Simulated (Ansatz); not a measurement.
## Energy of NiO along an even scaling of the cell

System: NiO (F-43m, 2 atoms in the cell).
Method: Kohn-Sham DFT of a periodic cell, PBE, all-electron LAPW, scalar-relativistic, spin-polarised (Ansatz 0.2.0).

The 7 runs differ only in the geometry, by an even scaling of the cell at fixed fractional positions. The structure was built on a prototype by a generator; it need not be a known phase.

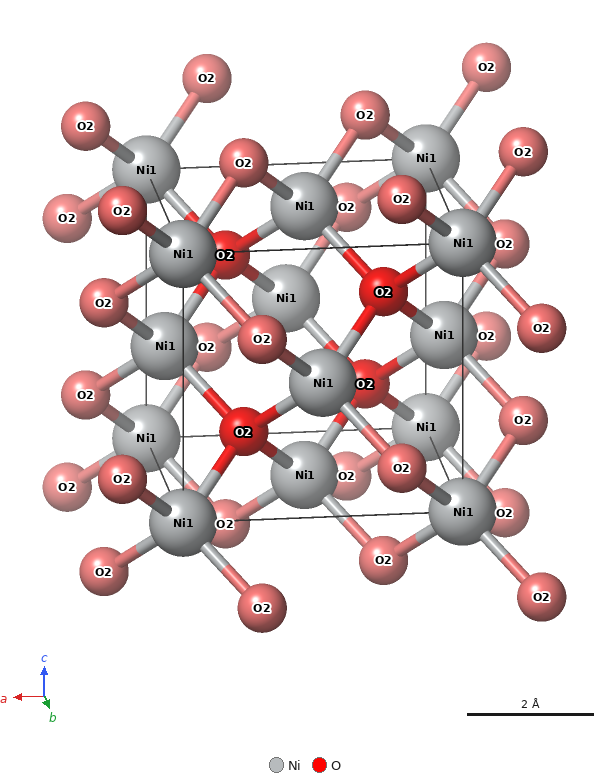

Figure 1. The structure of run 4 (ball-and-stick view of the cell 4 times as large as that of the calculation, set on its symmetry axes, seen at an oblique angle; neighbours outside the cell are drawn fainter; atoms are numbered from 1 in the order of the input).

## Input of run 4
```yaml
crystal:
  lattice:
    - [0.0, 2.24063, 2.24063]
    - [2.24063, 0.0, 2.24063]
    - [2.24063, 2.24063, 0.0]
  atoms:
    - { symbol: Ni, position: [0.0, 0.0, 0.0], spin: 1.0 }
    - { symbol: O, position: [0.75, 0.75, 0.75] }
kpoints:
  mp_grid: { grid: [10, 10, 10] }
scf:
  occupations: { method: fermi_dirac, width: 0.05 }
hamiltonian:
  xc: pbe
  pseudopotentials: { kind: all_electron, lapw: { basis_error: 0.0005 } }
magnetization:
  spin_polarized: true
output:
  forces: true
  stress: true
  eigenvalues: true
```

Command:
```bash
ansatz run input.yaml --threads 2 --pin off --max-ram 6144MiB --backend cpu --events-out ev --progress --plain --runs-dir out
```

Lattice vectors (Å) and fractional positions of run 4:
```
   0.000000    2.240630    2.240630
   2.240630    0.000000    2.240630
   2.240630    2.240630    0.000000
Ni  0.000000  0.000000  0.000000
O   0.750000  0.750000  0.750000
```

Run 6 differs from it as follows:
```diff
-    - [0.0, 2.24063, 2.24063]
-    - [2.24063, 0.0, 2.24063]
-    - [2.24063, 2.24063, 0.0]
+    - [0.0, 2.270115355, 2.270115355]
+    - [2.270115355, 0.0, 2.270115355]
+    - [2.270115355, 2.270115355, 0.0]
```

## Results, with one run withheld

```tsv
run	volume per atom (Å³)	free energy per atom, from the lowest run given (meV)	pressure (GPa)
1	10.574	21.19	10.30
2	10.799	9.33	6.65
3	11.024	2.40	3.27
4	11.249	0.00	0.20
5	11.474	1.71	−2.58
6	11.699	?	?
7	11.924	15.93	−7.38
```

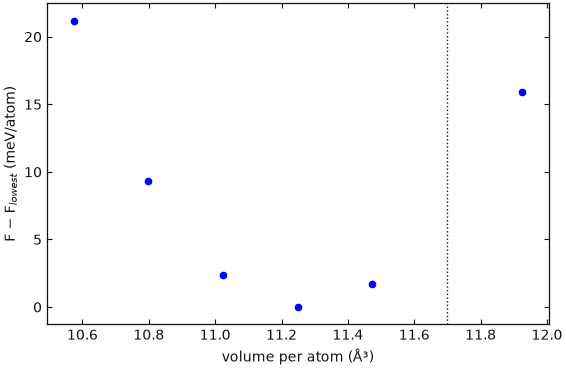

Figure 2. Free energy per atom of the runs given; the dotted line marks run 6.

What should run 6 give?

A cubic polynomial in V^(−2/3) (the Birch–Murnaghan form), fitted to the 6 runs given, misses them by at most 0.01 meV per atom. With x = V^(−2/3) − 0.20025 Å⁻², it reads F = 0.44958 + 724.21 x + 2.8898e+05 x² − 1.6129e+05 x³ (meV per atom). At run 6 it gives 7.12 meV per atom, and the run itself gives 7.14. The slope of the fit gives a pressure −dF/dV of −5.10 GPa there, and the run prints −5.10 GPa. The fit has its minimum at 11.265 Å³ per atom, where V d²F/dV² gives 145 GPa: the bulk modulus at this level, since symmetry fixes the shape and the positions.

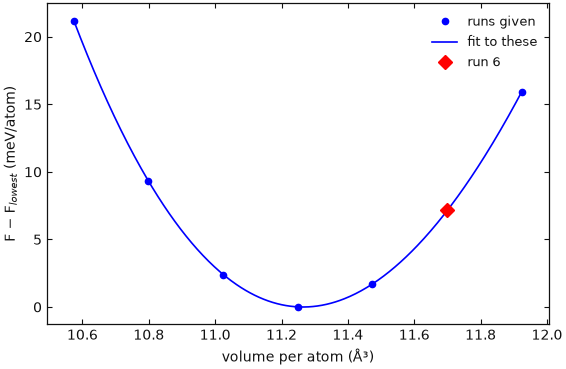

Figure 3. The fit and the withheld run.

## Output, shortened to warnings, some set-up lines, iterations and results (run 6)
```
Basis set: ecut = 463.58727874374415 eV, 531 PW (Γ), exchange–correlation at level 2
Symmetry: 24 space group operations
k-points: 47 of 1000 (time reversal used)
Initial density: superposition of atomic densities (chi_scale 0.1, normalization cell, long waves kept (reshape's long-wave potential 0.00 eV rms))
[...]
SCF iter   1: F=—  HF=-43430.749213 eV  |F-HF|=—  |Δ(HF+E_count)|=         —  Δρ=6.18e-2 (↑6.18e-2 ↓5.30e-2)  dr2=2.23e0  dr2_m=2.93e-1  M=1.999 μB ∫|m|=2.005 μB  β_m=0.30  …
SCF iter   2: F=—  HF=-43429.927280 eV  |F-HF|=—  |Δ(HF+E_count)|=   8.22e-1  Δρ=3.54e-2 (↑3.54e-2 ↓2.27e-2)  dr2=5.42e-1  dr2_m=9.89e-2  M=1.906 μB ∫|m|=1.910 μB  β_m=0.42  …
SCF iter   3: F=—  HF=-43429.916652 eV  |F-HF|=—  |Δ(HF+E_count)|=   1.06e-2  Δρ=2.05e-2 (↑2.05e-2 ↓1.51e-2)  dr2=2.48e-1  dr2_m=2.95e-2  M=1.971 μB ∫|m|=1.981 μB  β_m=0.51  …
SCF iter   4: F=—  HF=-43429.899952 eV  |F-HF|=—  |Δ(HF+E_count)|=         —  Δρ=7.51e-3 (↑6.88e-3 ↓7.51e-3)  dr2=4.16e-2  dr2_m=3.87e-3  M=1.958 μB ∫|m|=1.974 μB  β_m=0.51  …
SCF iter   5: F=—  HF=-43429.898349 eV  |F-HF|=—  |Δ(HF+E_count)|=   1.60e-3  Δρ=4.81e-3 (↑4.81e-3 ↓4.25e-3)  dr2=2.33e-2  dr2_m=5.41e-4  M=1.984 μB ∫|m|=2.004 μB  β_m=0.43  …
SCF iter   6: F=—  HF=-43429.885898 eV  |F-HF|=—  |Δ(HF+E_count)|=   1.25e-2  Δρ=3.99e-3 (↑3.99e-3 ↓2.93e-3)  dr2=1.37e-2  dr2_m=5.26e-4  M=1.974 μB ∫|m|=1.993 μB  β_m=0.71  …
SCF iter   7: F=—  HF=-43429.888616 eV  |F-HF|=—  |Δ(HF+E_count)|=   2.72e-3  Δρ=9.26e-4 (↑8.90e-4 ↓9.26e-4)  dr2=1.18e-3  dr2_m=5.62e-7  M=1.979 μB ∫|m|=2.001 μB  β_m=0.80  …
SCF iter   8: F=—  HF=-43429.889035 eV  |F-HF|=—  |Δ(HF+E_count)|=   4.18e-4  Δρ=3.90e-4 (↑3.71e-4 ↓3.90e-4)  dr2=1.52e-4  dr2_m=2.87e-6  M=1.978 μB ∫|m|=2.000 μB  β_m=0.82  …
SCF iter   9: F=—  HF=-43429.889186 eV  |F-HF|=—  |Δ(HF+E_count)|=   1.52e-4  Δρ=1.13e-4 (↑7.98e-5 ↓1.13e-4)  dr2=1.03e-5  dr2_m=2.39e-7  M=1.978 μB ∫|m|=2.000 μB  β_m=0.79  …
SCF iter  10: F=—  HF=-43429.889187 eV  |F-HF|=—  |Δ(HF+E_count)|=   8.13e-7  Δρ=2.91e-5 (↑2.91e-5 ↓2.76e-5)  dr2=9.82e-7  dr2_m=8.87e-9  M=1.978 μB ∫|m|=2.000 μB  β_m=0.90  …
SCF iter  11: F=—  HF=-43429.889188 eV  |F-HF|=—  |Δ(HF+E_count)|=   3.20e-7  Δρ=5.77e-6 (↑5.77e-6 ↓5.18e-6)  dr2=2.00e-8  dr2_m=2.22e-9  M=1.978 μB ∫|m|=2.000 μB  β_m=0.95  …
SCF iter  12: F=-43429.889188 eV  HF=-43429.889188 eV  |F-HF|=2.54e-8  |Δ(HF+E_count)|=   1.87e-8  Δρ=4.72e-6 (↑2.33e-6 ↓4.72e-6)  dr2=1.09e-8  dr2_m=6.33e-10  M=1.978 μB …
SCF 1 converged in 12 iterations: F = -43429.889188 eV  dr2 = 1.09e-8
SCF converged after 12 iterations
Magnetization: 1.9779 μB (13.9890 up, 12.0110 down)
Absolute magnetization: 1.9999 μB (∫|ρ↑−ρ↓|)
Spin contamination: 0.0069 ħ² per cell (⟨S²⟩ above its minimum at these occupations)
Per-site moments (μB) at R_I (Å): [(1.5587729656859413, 1.07935116014203), (0.3816636881686013, 0.8866263775137508)]
Free energy (F): -43429.889188 eV
Harris-Foulkes:  -43429.889188 eV  (|F-HF|=2.54e-8)
Internal energy: -43429.874487 eV  (E = F + TS)
E sigma→0 (E₀):  -43429.881837 eV
Entropy (-TS):   -0.014700 eV (-7.350 meV/atom)
Fermi energy:    10.362739 eV
--- Per-component energies (eV) ---
  E_band       = -1418.259280
  E_kinetic    = 44087.088320
  E_xc         = -1961.793853
  E_electrostatic = -85555.168954  (all electrons and nuclei)
  E_smearing   = -0.014700  (= −TS)
  E_closure    = 0.000000  (closes the sum)
  E_atoms      = -43416.659407  (free atoms, spherical and without spin; not in F)
  Σ components = -43429.889188   (vs F -43429.889188, Δ=0.00e0)
  Basis errors (estimates in eV, not in F): energy 2.2e-4 per atom: plane waves 2.0e-4 (1.2e-4 summed), levels above the bands 2.7e-121, relativity 3.2e-8, radial functions 2.4e-5, core shells 2.0e-8; eigenvalues (radial functions only) 5.5e-6; not estimated: angular momenta, meshes, grids; target …
--- Forces (eV/Å), atoms counted from 1 ---
  atom   1  Ni     0.00000000     0.00000000     0.00000000
  atom   2  O     -0.00000000     0.00000000     0.00000000
  max |Σ_I F_I| component: 4.63e-17 eV/Å
--- Stress (GPa, compression-positive) ---
       -5.101891      -0.000000       0.000000
       -0.000000      -5.101891      -0.000000
        0.000000      -0.000000      -5.101891
  P = ⅓ Tr σ = -5.1019 GPa (-51.019 kbar)
```
